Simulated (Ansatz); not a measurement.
## Band-structure calculation, with input and output: Al

The run: band-structure calculation of Al (Fm-3m, 1 atom in the cell). Method and program: DFT PBE, scalar-relativistic, plane waves, PAW, no spin polarisation (Ansatz 0.2.0).

The structure derives from an entry of the Crystallography Open Database. Figures and captions count atoms from 1; the log counts them from 0 in places.

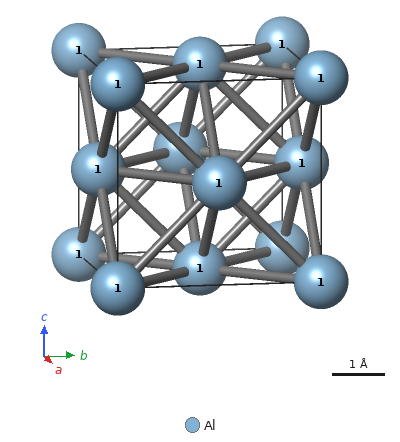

**Figure 1.** The structure as given in the input (ball-and-stick view of the cell 4 times as large as that of the calculation, set on its symmetry axes, seen slightly off an axis; atoms are numbered from 1 in the order of the input).

## Key numbers

| quantity | value |
| --- | --- |
| outcome | converged |
| space group (tolerance 0.01 Å) | Fm-3m (225) |
| electrons treated | 3 |
| free energy | −537.5011 eV |
| Fermi energy | 7.932 eV |
| gap on the k-point mesh | none (metallic) |
| pressure | 0.00 GPa |
| largest force (length of the vector) | under 0.001 eV/Å |
| hardware | 1 thread of Intel Xeon (Granite Rapids), 176 GiB of memory available, shared host |
| wall time | 7.8 s |
| peak memory | 0.32 GiB |

## Input
```yaml
crystal:
  lattice:
    - [0.0, 2.0207284053, 2.0207284053]
    - [2.0207284053, 0.0, 2.0207284053]
    - [2.0207284053, 2.0207284053, 0.0]
  atoms:
    - { symbol: Al, position: [0.0, 0.0, 0.0] }
basis:
  ecutwfc: 420
kpoints:
  mp_grid: { grid: [18, 18, 18] }
  band_path:
    path:
      - [[0.0, 0.0, 0.0], [0.5, 0.0, 0.5], [0.625, 0.25, 0.625]]
      - [[0.375, 0.375, 0.75], [0.0, 0.0, 0.0], [0.5, 0.5, 0.5], [0.5, 0.25, 0.75], [0.5, 0.0, 0.5]]
    npoints: 14
hamiltonian:
  xc: pbe
scf:
  occupations: { method: gaussian, width: 0.1 }
  n_extra_bands: 6
output:
  forces: true
  stress: true
  eigenvalues: true
  populations: true
  dos: { projected: true, de: 0.02, nscf_kmesh: { grid: [27, 27, 27] } }
  bader: true
  write_density: true
  write_potential: true
  elf: true
  volumetric_format: npy
```

Launch command:
```bash
ansatz run input.yaml --threads 1 --pin off --max-ram 2560MiB --backend cpu --events-out ev --progress --plain --runs-dir out
```

## The program's output
```
scf.n_extra_bands = 6 over 2 filled bands (N_el = 3.0): the run solves 8 bands
Engine: ansatz 0.2.0, x86_64-unknown-linux-gnu
Pseudopotentials: kind: paw
Pseudopotential: Al, paw, valence charge 3, recommended cutoff 420 eV (normal), Al.paw.azcp
Functional definition: PBE
  parameter kappa = 0.804
  parameter beta = 0.06672455060314922
  exchange = pbe_x(kappa = kappa, mu = beta*pi^2/3)
  correlation = pbe_c(beta = beta)
Crystal: 1 atoms, lattice volume = 16.503 Å³
Basis set: ecut = 420 eV, 331 PW (Γ), exchange–correlation on 40×40×40 points (8 copies of the dense FFT grid, shifted against one another)
Bands: 8, of which v1, the nominal top of the filled ones, is band 2 counted from 1 (1 counted from 0)
Symmetry: 48 space group operations
Space group: Fm-3m (ITA 225), of the structure as read, at distance tolerance 2.5e-5 Å
k-points: 195 of 5832
Non-local potential: Al, projectors of the file, l = 0: 2, l = 1: 2, l = 2: 1
PAW form: soft (Blöchl's): semilocal exchange-correlation on the pseudo side does not see the compensation charge
PAW one-centre angular grid: Al, 110 points (default); XC on 64 Gauss nodes
Initial density: superposition of atomic densities (neutral atoms: chi_scale 0, normalization atom), corrected by the library's trained network
Initial wavefunctions: pseudopotential atomic-orbital guess
Functional: x = pbe(κ = 0.804, μ = 0.2195149727645171), c = pbe(β = 0.06672455060314922)
SCF iter   1: F=—  HF=-537.501056 eV  |F-HF|=—  |Δ(HF+E_count)|=         —  Δρ=4.65e-4  dr2=1.08e-5  ethr=1.77e-3  ⟨swp⟩=4.7  Hψ=11880  notcnv=0  defer=6
preconditioner: auto → none  [metal: Δε(μ)=0.016 eV  Ē_g=16.429 eV  σ=0.100 eV  W_gap=0.09  n_scr=0 (ndim 8)  ℏωp=15.8 eV  f_vac=0.000  D(μ)=0.58/eV (n_scr^D=0)]
SCF iter   2: F=—  HF=-537.501097 eV  |F-HF|=—  |Δ(HF+E_count)|=   4.14e-5  Δρ=2.35e-4  dr2=2.47e-6  ethr=3.58e-7  ⟨swp⟩=2.1  Hψ=3376  notcnv=0  defer=14
iter 3 did not close the SCF: its close was put off for the readings that it lacked (scf_convergence_deferred on its scf_iter line)
SCF iter   3: F=-537.501107 eV  HF=-537.501107 eV  |F-HF|=6.26e-9  |Δ(HF+E_count)|=   1.04e-5  Δρ=1.59e-5  dr2=4.04e-8  ethr=8.25e-8  ⟨swp⟩=2.0  Hψ=1502  notcnv=0  defer=14
iter 4 did not close the SCF: its close was put off for the readings that it lacked (scf_convergence_deferred on its scf_iter line)
SCF iter   4: F=-537.501107 eV  HF=-537.501107 eV  |F-HF|=1.31e-9  |Δ(HF+E_count)|=   3.66e-9  Δρ=4.95e-6  dr2=4.56e-9  ethr=1.35e-9  ⟨swp⟩=1.0  Hψ=1212  notcnv=0  defer=14
iter 5 did not close the SCF: its close was put off for the readings that it lacked (scf_convergence_deferred on its scf_iter line)
SCF iter   5: F=-537.501107 eV  HF=-537.501107 eV  |F-HF|=1.52e-11  |Δ(HF+E_count)|=   1.17e-9  Δρ=4.65e-7  dr2=4.28e-11  ethr=1.52e-10  ⟨swp⟩=1.0  Hψ=1212  notcnv=0  defer=14
SCF iter   6: F=-537.501107 eV  HF=-537.501107 eV  |F-HF|=7.96e-13  |Δ(HF+E_count)|=  8.19e-12  Δρ=1.14e-7  dr2=2.56e-12  ethr=1.43e-12  ⟨swp⟩=5.4  Hψ=6717  notcnv=0
SCF 1 converged in 6 iterations: F = -537.501107 eV  dr2 = 2.56e-12
  greatest PAW one-centre occupation: 0.446 electrons in one spin orbital (limit 2), on the Al atom at site 0 (counted from 0), in its partial waves of l = 0
NSCF: frozen V_eff on 86 k-points
NSCF: frozen V_eff on 560 k-points
SCF converged after 6 iterations
Free energy (F): -537.501107 eV
Harris-Foulkes:  -537.501107 eV  (|F-HF|=7.96e-13)
Internal energy: -537.498184 eV  (E = F + TS)
E sigma→0 (E₀):  -537.499646 eV
Entropy (-TS):   -0.002923 eV (-2.923 meV/atom)
Fermi energy:    7.931899 eV
--- Per-component energies (eV) ---
  E_band       = 10.569040
  E_kinetic    = 22.766416
  E_local      = 9.893210  (includes V_loc(G=0)·N_el)
  E_nonlocal   = 10.314571
  E_hartree    = 0.104167
  E_xc         = -39.729867
  E_vxc        = -28.954604  (∫ρ·V_xc dr)
  E_paw        = -467.335626  (= ΣΔE_a)
  E_vpaw       = -3.658887  (= ΣTr[D̂ρ^β])
  E_aug_tail   = -0.000002  (compensation charges beyond the density's cutoff)
  E_ewald      = -73.511054
  E_smearing   = -0.002923  (= −TS)
  E_closure    = 0.000000  (closes the sum)
  Σ components = -537.501107   (vs F -537.501107, Δ=0.00e0)
--- Forces (eV/Å), atoms counted from 1 ---
  atom   1  Al    -0.00000000    -0.00000000     0.00000000
  max |Σ_I F_I| component: 2.98e-32 eV/Å
--- Stress (GPa, compression-positive) ---
       -0.004287      -0.000000       0.000000
       -0.000000      -0.004287       0.000000
       -0.000000       0.000000      -0.004287
  P = ⅓ Tr σ = -0.0043 GPa (-0.043 kbar)
--- Band table (eV; the first three rows and the last of 195) ---
  k-point 0: bands = ["-3.1834", "20.4636", "20.4636", "20.4636", "22.0563", "22.0563", "22.0563", "24.4430"]
  k-point 1: bands = ["-3.0995", "18.9916", "20.1735", "20.1735", "22.4752", "22.4752", "22.6089", "25.2995"]
  k-point 2: bands = ["-2.8483", "16.7912", "19.6819", "19.6819", "22.6765", "23.3234", "23.3234", "25.7101"]
  k-point 194: bands = ["6.6618", "7.5848", "7.9309", "9.2752", "22.3611", "23.7345", "25.0554", "26.7799"]
--- Löwdin populations: 1 site ---
  site symbol       q [e]
     0     Al      2.9562
  spilling = 0.014602 (of n_electrons = 3.000000)
--- Bader charges: 1 site ---
  site symbol  charge [e]  shift [e]
     0     Al      0.0000     0.0000
  estimated error of the sums over rays = 8.0e-8 e
```

## File bader_charges.tsv
```
# site	symbol	x_ang	y_ang	z_ang	partial_charge_e	electrons	volume_ang3	relative_density_drop	shared_charge_e	partial_wave_shift_e
# quadrature_error_electrons = 8.0e-8
0	Al	0.0000	0.0000	0.0000	0.00000	13.00000	16.50	-	0.00000	0.00000
```

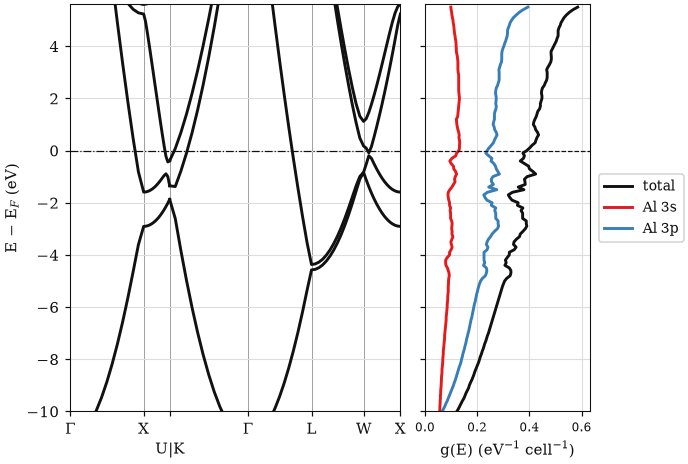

**Figure 2.** Band structure along Γ–X–U|K–Γ–L–W–X and density of states (projected on Löwdin-orthogonalised atomic shells), with energies from the Fermi level. Bands cross the Fermi level: a metal at this level of theory.

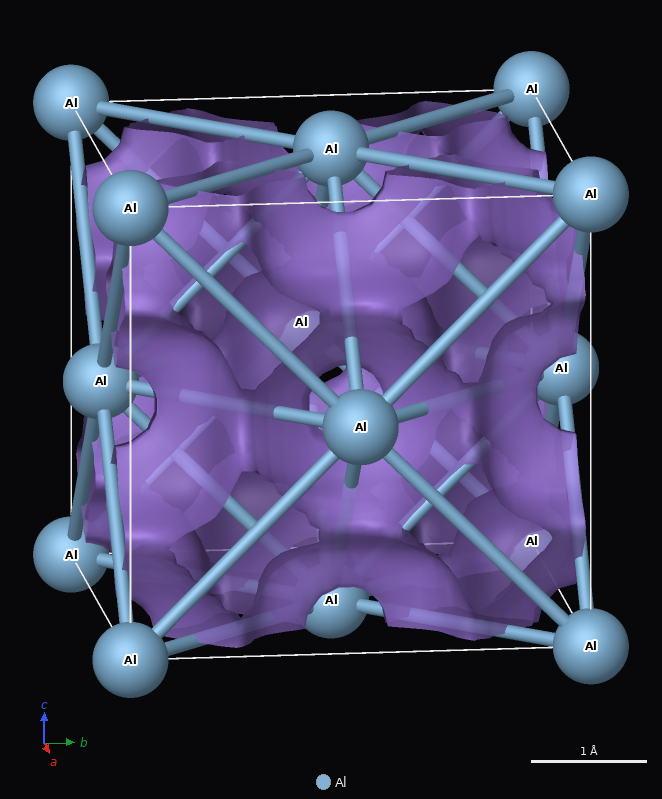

**Figure 3.** Isosurface of the ELF at 0.55 (purple), seen at an oblique angle. Only the valence region is drawn (cores and ρ < 0.01 e/Å³ removed). Sticks mark near contacts. The outline is the cell set on symmetry axes. The ELF exceeds this value in one network that runs through the whole crystal, counted in one cell of 4 atoms. In a PAW calculation such maps are meaningful between the atoms, not at the nuclei.

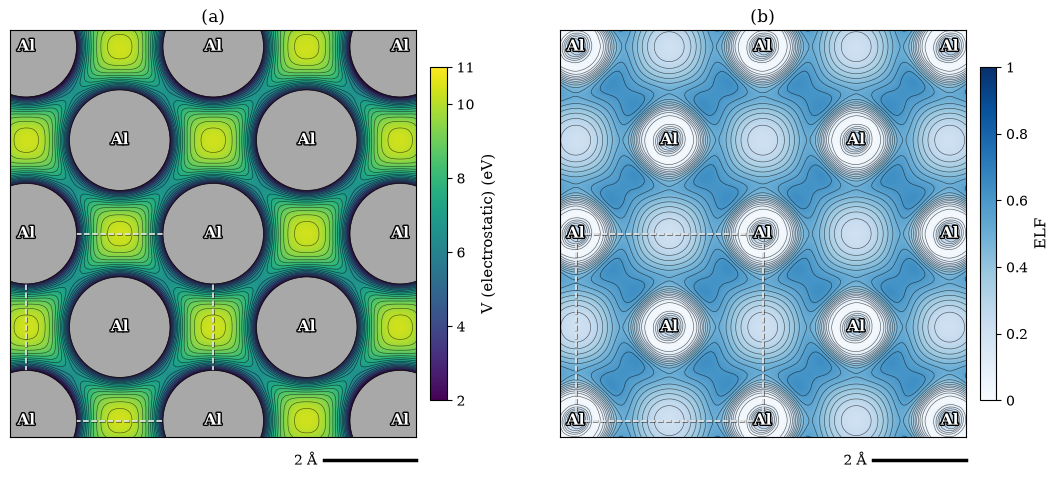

**Figure 4.** (a) electrostatic potential energy of an electron; (b) ELF on the (100) plane of the conventional cell. Grey discs, where drawn, cover atomic cores. Atoms in the plane: Al. Al–Al (2.86 Å): the ELF is about 0.60 at the midpoint, which marks metallic bonding. Outside the cores the potential energy rises away from the atoms and is highest about 2.0 Å from the nearest atoms; outside the discs it spans about 8 eV, and its zero is arbitrary.
